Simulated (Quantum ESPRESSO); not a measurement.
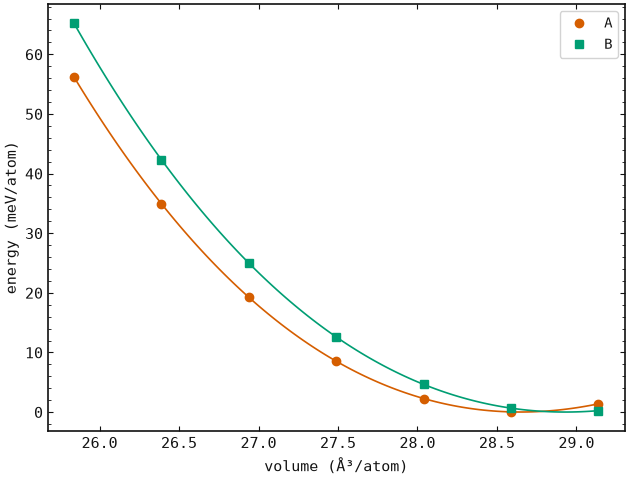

The picture above shows the energy against volume, with one curve for each functional, for InAs (space group F-43m). The labels are replaced by letters. In alphabetical order the cases are: PBE + D3(BJ); rev-vdW-DF2.

Calculation (Quantum ESPRESSO 7.5): plane-wave DFT, no spin polarisation; energies at scaled volumes of the given cell, shape and fractions fixed, counted from the fit's minimum, third-order Birch-Murnaghan fit. All runs: no spin polarisation.

k mesh 8×8×8; occupations Fermi–Dirac; smearing width 0.05 eV; potentials PseudoDojo 0.4.1 SR PBE standard; wave cutoff 1143 eV; density cutoff 4572 eV.

Q: Which letter stands for which functional?

A: A: PBE + D3(BJ); B: rev-vdW-DF2.

Caveats: potentials made for another functional (rev-vdW-DF2).
